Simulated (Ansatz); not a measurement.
Run report: TiCo2, geometry relaxation (part 2 of 2)

Continued. System: TiCo2 (Fd-3m, 6 atoms in the cell). Method: DFT LDA, scalar-relativistic, plane waves, PAW, no spin polarisation (Ansatz 0.2.0); cutoff 420 eV, 10×10×10 k-mesh, Fermi–Dirac smearing of 0.15 eV. The structure derives from an entry of the Crystallography Open Database. It belongs to a series of runs on one base structure; here: elastic constants, atoms relaxed.

Geometry of the input (Å; fractional positions):
```
0.0000  3.2474  3.2474
3.2474  0.0000  3.2474
3.2474  3.2474  0.0000
Ti 0.5000  0.5000  0.5000
Ti 0.7500  0.7500  0.7500
Co 0.1250  0.1250  0.1250
Co 0.6250  0.1250  0.1250
Co 0.1250  0.1250  0.6250
Co 0.1250  0.6250  0.1250
```

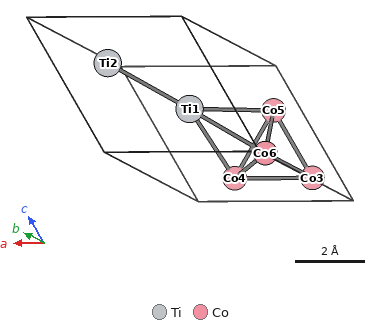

*The geometry at step 2 of the log (ball-and-stick view of the cell of the calculation, seen at an oblique angle; atoms are numbered from 1 in the order of the input).*

Log, continued:
```
SCF iter   1: F=—  HF=-25154.381920 eV  |F-HF|=—  |Δ(HF+E_count)|=         —  Δρ=6.41e-9  dr2=2.18e-14  ethr=1.00e-12  ⟨swp⟩=2.8  Hψ=38483  notcnv=0
iter 2 did not close the SCF: its close was put off for the readings that it lacked (scf_convergence_deferred on its scf_iter line)
SCF iter   2: F=-25154.381920 eV  HF=-25154.381920 eV  |F-HF|=0.00e0  |Δ(HF+E_count)|=  7.28e-12  Δρ=2.03e-9  dr2=2.67e-15  ethr=1.09e-16 (applied; sched 1.00e-12)  ⟨swp⟩=2.2  Hψ=19309  notcnv=0
iter 3 did not close the SCF: its close was put off for the readings that it lacked (scf_convergence_deferred on its scf_iter line)
SCF iter   3: F=-25154.381920 eV  HF=-25154.381920 eV  |F-HF|=3.64e-12  |Δ(HF+E_count)|=  7.28e-12  Δρ=6.76e-10  dr2=2.41e-16  ethr=1.09e-16 (applied; sched 1.00e-12)  ⟨swp⟩=1.0  Hψ=10431  notcnv=0
iter 4 did not close the SCF: its close was put off for the readings that it lacked (scf_convergence_deferred on its scf_iter line)
SCF iter   4: F=-25154.381920 eV  HF=-25154.381920 eV  |F-HF|=0.00e0  |Δ(HF+E_count)|=  7.28e-12  Δρ=2.36e-10  dr2=1.87e-17  ethr=1.09e-16 (applied; sched 1.00e-12)  ⟨swp⟩=1.0  Hψ=10431  notcnv=0
iter 5 did not close the SCF: its close was put off for the readings that it lacked (scf_convergence_deferred on its scf_iter line)
SCF iter   5: F=-25154.381920 eV  HF=-25154.381920 eV  |F-HF|=0.00e0  |Δ(HF+E_count)|=    0.00e0  Δρ=5.85e-11  dr2=1.45e-18  ethr=1.09e-16 (applied; sched 1.00e-12)  ⟨swp⟩=1.0  Hψ=10431  notcnv=0
SCF iter   6: F=-25154.381920 eV  HF=-25154.381920 eV  |F-HF|=0.00e0  |Δ(HF+E_count)|=    0.00e0  Δρ=4.17e-11  dr2=1.17e-18  ethr=1.00e-12  ⟨swp⟩=1.0  Hψ=21546  notcnv=0
SCF 10 converged in 6 iterations: F = -25154.381920 eV  dr2 = 1.17e-18
SCF converged after 12 iterations
Free energy (F): -25154.382622 eV
Harris-Foulkes:  -25154.382622 eV  (|F-HF|=3.64e-12)
Internal energy: -25153.794007 eV  (E = F + TS)
E sigma→0 (E₀):  -25154.088314 eV
Entropy (-TS):   -0.588615 eV (-98.102 meV/atom)
Fermi energy:    18.632645 eV
--- Per-component energies (eV) ---
  E_band       = -1162.967915
  E_kinetic    = 2386.879198
  E_local      = -13777.813532  (includes V_loc(G=0)·N_el)
  E_nonlocal   = 1850.031416
  E_hartree    = 5876.120665
  E_xc         = -833.848757
  E_vxc        = -1074.944963  (∫ρ·V_xc dr)
  E_paw        = -7805.620478  (= ΣΔE_a)
  E_vpaw       = -2299.361709  (= ΣTr[D̂ρ^β])
  E_aug_tail   = 0.000343  (compensation charges beyond the density's cutoff)
  E_ewald      = -12851.867766
  E_core_change = 2.324903  (= ΣΔE_core)
  E_smearing   = -0.588615  (= −TS)
  E_closure    = 0.000000  (closes the sum)
  Σ components = -25154.382622   (vs F -25154.382622, Δ=0.00e0)
--- Forces (eV/Å), atoms counted from 1 ---
  atom   1  Ti    -0.00000000     0.00000000     0.00000000
  atom   2  Ti    -0.00000000    -0.00000000     0.00000000
  atom   3  Co     0.00000000    -0.00000000     0.00000000
  atom   4  Co     0.00000000     0.00000000    -0.00000000
  atom   5  Co     0.00000000    -0.00000000    -0.00000000
  atom   6  Co     0.00000000    -0.00000000     0.00000000
  max |Σ_I F_I| component: 2.31e-17 eV/Å
--- Stress (GPa, compression-positive) ---
        0.000190       0.000000       0.000000
       -0.000000       0.000190      -0.000000
        0.000000      -0.000000       0.000190
  P = ⅓ Tr σ = 0.0002 GPa (0.002 kbar)
--- Band table (eV; the first three rows and the last of 47) ---
  k-point 0: bands = ["-75.7172", "-75.6124", "-75.6124", "-75.6124", "-39.8758", "-39.5032", "-39.5032", "-39.5032", "-39.3704", "-39.3704", "-39.1650", "-39.1650", "-39.1650", "-39.1512", "-39.1512", "-39.1512", "-37.7339", "-37.6072", "-14.3856", "-14.3856", "-14.3856", "-14.1291", "-14.1291", "-14.1291", "10.1452", "13.4115", "14.2729", "14.2729", "14.2729", "15.2355", "15.2355", "15.2355", "15.5028", "15.5028", "17.1880", "17.1880", "17.7425", "17.7425", "17.7425", "17.8934", "17.8934", "17.8934", "17.9658", "17.9658", "18.0469", "18.0469", "18.0469", "19.5423", "19.5423", "19.5423", "19.7373", "19.7373", "19.7373", "20.1084", "21.4615", "21.4615", "24.7229", "24.7229", "24.7229", "27.4906", "27.4906"]
  k-point 1: bands = ["-75.7153", "-75.6143", "-75.6124", "-75.6124", "-39.8658", "-39.5019", "-39.4988", "-39.4988", "-39.3682", "-39.3682", "-39.1774", "-39.1677", "-39.1677", "-39.1552", "-39.1552", "-39.1512", "-37.7309", "-37.6095", "-14.3883", "-14.3883", "-14.3847", "-14.1310", "-14.1263", "-14.1263", "10.2671", "13.4647", "14.2954", "14.2993", "14.2993", "15.1638", "15.2667", "15.2667", "15.5287", "15.5287", "17.1136", "17.1136", "17.4996", "17.5761", "17.5761", "17.8361", "17.8361", "17.9506", "18.0282", "18.0282", "18.0408", "18.2356", "18.2356", "19.1688", "19.5344", "19.5344", "19.5423", "19.7289", "19.7289", "20.6385", "21.4286", "21.4286", "24.1061", "24.6634", "24.6634", "27.4096", "27.4096"]
  k-point 2: bands = ["-75.7099", "-75.6197", "-75.6124", "-75.6124", "-39.8382", "-39.4973", "-39.4872", "-39.4872", "-39.3607", "-39.3607", "-39.2124", "-39.1831", "-39.1831", "-39.1592", "-39.1592", "-39.1512", "-37.7226", "-37.6161", "-14.3950", "-14.3950", "-14.3832", "-14.1349", "-14.1193", "-14.1193", "10.6225", "13.5946", "14.3601", "14.3727", "14.3727", "14.9755", "15.3587", "15.3587", "15.6072", "15.6072", "16.9436", "16.9436", "17.0352", "17.2140", "17.2140", "17.7788", "17.8969", "17.8969", "18.0248", "18.1004", "18.1004", "18.5084", "18.5084", "18.6173", "19.3888", "19.3888", "19.5423", "19.8150", "19.8150", "21.2666", "21.3627", "21.3627", "23.0152", "24.4188", "24.4188", "27.0285", "27.0285"]
  k-point 46: bands = ["-75.6649", "-75.6649", "-75.6125", "-75.6125", "-39.6189", "-39.6189", "-39.3996", "-39.3996", "-39.3296", "-39.3296", "-39.2953", "-39.2953", "-39.2174", "-39.2174", "-39.1858", "-39.1858", "-37.6661", "-37.6661", "-14.4438", "-14.4438", "-14.2591", "-14.2591", "-14.0735", "-14.0735", "13.4249", "13.4249", "14.4642", "14.4642", "15.2755", "15.2755", "15.3993", "15.3993", "15.6159", "15.6159", "16.0084", "16.0084", "16.4955", "16.4955", "16.6513", "16.6513", "17.0676", "17.0676", "17.5893", "17.5893", "18.3942", "18.3942", "18.9433", "18.9433", "19.5601", "19.5601", "19.9326", "19.9326", "20.9225", "20.9225", "21.0853", "21.0853", "21.2690", "21.2690", "25.1261", "25.1261", "28.4899"]
--- Elastic constants: 2 strain directions × 2 members + reference (group order 48) ---
  dense FFT box of the reference and of every strained cell: 32×32×32
  strains applied: 11, 23; error gains: componentwise 1.00 (the most a stress slope's error grows in a printed constant), spectral 1.73 (1 for all six strains in a standard setting)
  C = ∂σ_k/∂η_j (tension-positive GPa; Voigt order 11 22 33 23 13 12):
       370.884    182.868    182.868      0.000     -0.000     -0.000
       182.868    370.884    182.868     -0.000      0.000      0.000
       182.868    182.868    370.884     -0.000      0.000      0.000
         0.000      0.000      0.000    140.560      0.000      0.000
         0.000      0.000     -0.000     -0.000    140.560     -0.000
        -0.000      0.000     -0.000     -0.000     -0.000    140.560
  reference stress σ⁰ (GPa):     -0.000     -0.000     -0.000      0.000     -0.000      0.000
  C* (energy form; C + prestress term) asymmetry max|C*_kj − C*_jk| = 2.842e-14 GPa — a small one proves nothing (zero by symmetry where the batch's group is 432, −43m or m−3m); a large one is finite-difference/SCF noise where every solve meets its electron count
  moduli (Voigt/Reuss/Hill, GPa): K = 245.54/245.54/245.54   G = 121.94/117.32/119.63   E = 308.75   ν = 0.290
  mechanically stable: yes (min eigenvalue of sym C = 140.56 GPa)
  strain η (Voigt 11):  stress-route row diagonal C_11 = 370.88 GPa, energy-path curvature d²(F+E_count+ΔE)/dδ²/Ω₀ = 371.09 GPa
         δ    σ_11 (GPa)             F (eV)   n_scf  n_hpsi   n_pw
    -5.000e-3      -1.8835      -25154.3806558      11  134039   1363   relax 0 steps, max|allowed force component| 2.78e-17 eV/Å
     5.000e-3       1.8253      -25154.3806996       8   90870   1363   relax 0 steps, max|allowed force component| 2.78e-17 eV/Å
  strain η (Voigt 23):  stress-route row diagonal C_44 = 140.56 GPa, energy-path curvature d²(F+E_count+ΔE)/dδ²/Ω₀ = 140.72 GPa
         δ    σ_23 (GPa)             F (eV)   n_scf  n_hpsi   n_pw
    -5.000e-3      -0.7028      -25154.3819203       6  113338   1363   relax 3 steps, max|allowed force component| 3.95e-8 eV/Å
     5.000e-3       0.7028      -25154.3819203       6  113347   1363   relax 2 steps, max|allowed force component| 9.95e-8 eV/Å
```

File elastic.tsv:
```
# convention: tension-positive GPa; Voigt order 11 22 33 23 13 12; engineering shear strains; stresses and constants hold the Pulay correction, whose part of sigma0, of c and of each member's stress the lines and columns named pulay_correction_..._gpa give (of c_energy it is that of c and, on the columns of strains 1 to 3, that of sigma0; of a layer's constants it is that of c in the plane, times a tenth of its plane spacing in ang); where a line pulay_correction_withheld stands none holds it
# sigma0_gpa = -1.9008082441e-4 -1.9008082441e-4 -1.9008082441e-4 1.3896667098e-16 -4.6322223661e-17 0.0000000000e0
# pulay_correction_sigma0_gpa = -2.0530885435e-1 -2.0530885435e-1 -2.0530885435e-1 9.0473093088e-20 4.5236546544e-20 9.0473093088e-20
# c_energy_asymmetry_gpa = 2.8421709430e-14
# group_order = 48
# error_gain_componentwise = 1.0000000000e0	error_gain_spectral = 1.7320508076e0
# k_voigt_gpa = 2.4553979589e2	k_reuss_gpa = 2.4553979589e2	k_hill_gpa = 2.4553979589e2
# g_voigt_gpa = 1.2193908475e2	g_reuss_gpa = 1.1732135411e2	g_hill_gpa = 1.1963021943e2
# youngs_gpa = 3.0874854103e2	poisson = 2.9042871652e-1
# min_eigenvalue_gpa = 1.4055967226e2	stable = true
# k	c_k1_gpa	c_k2_gpa	c_k3_gpa	c_k4_gpa	c_k5_gpa	c_k6_gpa	c_energy_k1_gpa	c_energy_k2_gpa	c_energy_k3_gpa	c_energy_k4_gpa	c_energy_k5_gpa	c_energy_k6_gpa	pulay_correction_c_k1_gpa	pulay_correction_c_k2_gpa	pulay_correction_c_k3_gpa	pulay_correction_c_k4_gpa	pulay_correction_c_k5_gpa	pulay_correction_c_k6_gpa
1	3.7088406720e2	1.8286766024e2	1.8286766024e2	7.2445432631e-71	-1.0587911841e-22	-1.0587911841e-22	3.7088387712e2	1.8286747016e2	1.8286747016e2	7.2445432631e-71	-1.0587911841e-22	-1.0587911841e-22	4.4374563856e-1	3.1947963546e-1	3.1947963546e-1	6.2038545941e-25	6.6174449004e-24	9.9261673506e-24
2	1.8286766024e2	3.7088406720e2	1.8286766024e2	-1.5881867761e-22	1.0587911841e-22	2.1691157329e-38	1.8286747016e2	3.7088387712e2	1.8286747016e2	-1.5881867761e-22	1.0587911841e-22	2.1691157329e-38	3.1947963546e-1	4.4374563856e-1	3.1947963546e-1	6.7917593091e-72	1.0339757657e-24	-9.9261673506e-24
3	1.8286766024e2	1.8286766024e2	3.7088406720e2	-1.5881867761e-22	2.1175823681e-22	1.5881867761e-22	1.8286747016e2	1.8286747016e2	3.7088387712e2	-1.5881867761e-22	2.1175823681e-22	1.5881867761e-22	3.1947963546e-1	3.1947963546e-1	4.4374563856e-1	-4.2448495682e-73	-6.6174449004e-24	6.2038545941e-25
4	0.0000000000e0	0.0000000000e0	0.0000000000e0	1.4055967226e2	3.9443045261e-31	4.9303806576e-31	1.3896667098e-16	1.3896667098e-16	1.3896667098e-16	1.4055967226e2	3.9443045261e-31	4.9303806576e-31	-3.3703774027e-34	2.4925865333e-65	2.4925865333e-65	1.6031004045e-2	1.0111132208e-33	1.9259299444e-34
5	1.8824032118e-62	7.0064923216e-46	-2.5453115321e-31	-6.4094948549e-31	1.4055967226e2	-2.2891777592e-30	-4.6322223661e-17	-4.6322223661e-17	-4.6322223661e-17	-6.4094948549e-31	1.4055967226e2	-2.2891777592e-30	9.6296497219e-35	-9.8703909650e-34	1.5500791957e-33	9.6296497219e-35	1.6031004045e-2	9.8798690330e-35
6	-1.8802025301e-31	1.8802027470e-31	-1.7516230804e-46	-9.6174830509e-47	-1.5777218104e-30	1.4055967226e2	-1.8802025301e-31	1.8802027470e-31	-1.7516230804e-46	-9.6174830509e-47	-1.5777218104e-30	1.4055967226e2	7.6611378622e-34	-2.3068578971e-33	1.5407439555e-33	-7.7037197775e-34	7.7037197775e-34	1.6031004045e-2
```

Trajectory as extended XYZ (Å, eV, eV/Å), 5 frames, from step=1 to step=2:
```
6
Lattice="0.0000 3.2474 3.2474 3.2474 0.0000 3.2474 3.2474 3.2474 0.0000" Properties=species:S:1:pos:R:3:forces:R:3 step=1 energy=-25154.38190
Ti    3.2474    3.2393    3.2393   -0.0135   0.0000   0.0000
Ti    4.8711    4.8589    4.8589    0.0135   0.0000   0.0000
Co    0.8119    0.8098    0.8098    0.0000   0.0000   0.0000
Co    0.8119    2.4295    2.4295    0.0000   0.0000   0.0000
Co    2.4356    2.4335    0.8058    0.0000   0.0000   0.0000
Co    2.4356    0.8058    2.4335    0.0000   0.0000   0.0000
6
Lattice="0.0000 3.2474 3.2474 3.2474 0.0000 3.2474 3.2474 3.2474 0.0000" Properties=species:S:1:pos:R:3:forces:R:3 step=2 energy=-25154.38192
Ti    3.2465    3.2393    3.2393   -0.0041   0.0000   0.0000
Ti    4.8720    4.8589    4.8589    0.0041   0.0000   0.0000
Co    0.8119    0.8098    0.8098    0.0000   0.0000   0.0000
Co    0.8119    2.4295    2.4295    0.0000   0.0000   0.0000
Co    2.4356    2.4335    0.8058    0.0000   0.0000   0.0000
Co    2.4356    0.8058    2.4335    0.0000   0.0000   0.0000
6
Lattice="0.0000 3.2474 3.2474 3.2474 0.0000 3.2474 3.2474 3.2474 0.0000" Properties=species:S:1:pos:R:3:forces:R:3 step=3 energy=-25154.38192
Ti    3.2461    3.2393    3.2393    0.0000   0.0000   0.0000
Ti    4.8724    4.8589    4.8589    0.0000   0.0000   0.0000
Co    0.8119    0.8098    0.8098    0.0000   0.0000   0.0000
Co    0.8119    2.4295    2.4295    0.0000   0.0000   0.0000
Co    2.4356    2.4335    0.8058    0.0000   0.0000   0.0000
Co    2.4356    0.8058    2.4335    0.0000   0.0000   0.0000
6
Lattice="0.0000 3.2474 3.2474 3.2474 0.0000 3.2474 3.2474 3.2474 0.0000" Properties=species:S:1:pos:R:3:forces:R:3 step=1 energy=-25154.38190
Ti    3.2474    3.2555    3.2555    0.0135   0.0000   0.0000
Ti    4.8711    4.8833    4.8833   -0.0135   0.0000   0.0000
Co    0.8119    0.8139    0.8139    0.0000   0.0000   0.0000
Co    0.8119    2.4417    2.4417    0.0000   0.0000   0.0000
Co    2.4356    2.4376    0.8179    0.0000   0.0000   0.0000
Co    2.4356    0.8179    2.4376    0.0000   0.0000   0.0000
6
Lattice="0.0000 3.2474 3.2474 3.2474 0.0000 3.2474 3.2474 3.2474 0.0000" Properties=species:S:1:pos:R:3:forces:R:3 step=2 energy=-25154.38192
Ti    3.2487    3.2555    3.2555    0.0000   0.0000   0.0000
Ti    4.8698    4.8833    4.8833    0.0000   0.0000   0.0000
Co    0.8119    0.8139    0.8139    0.0000   0.0000   0.0000
Co    0.8119    2.4417    2.4417    0.0000   0.0000   0.0000
Co    2.4356    2.4376    0.8179    0.0000   0.0000   0.0000
Co    2.4356    0.8179    2.4376    0.0000   0.0000   0.0000
```

Key numbers:

```tsv
quantity	value
outcome	converged
space group (tolerance 0.01 Å)	Fd-3m (227) → R3m (160)
electrons treated	92
free energy	−25154.3826 eV
Fermi energy	18.633 eV
gap on the k-point mesh	none (metallic)
pressure	0.00 GPa
final volume	68.49 Å³
bulk modulus (Hill)	245.5 GPa
shear modulus (Hill)	119.6 GPa
largest force (length of the vector) at the end	under 0.001 eV/Å
final cell	a = 4.593 Å, b = 4.593 Å, c = 4.593 Å, α = 60.00°, β = 60.00°, γ = 60.00°
elastic stability	stable
hardware	2 threads of Oxide Virtual Turin-like (Zen 5), 32 GiB of memory available, shared host
wall time	2.4 min (CPU time 4.7 min)
peak memory	0.9 GiB
```

Results for this metal are sensitive to the k-point mesh. The run has no spin polarisation, so a magnetic state may lie lower.
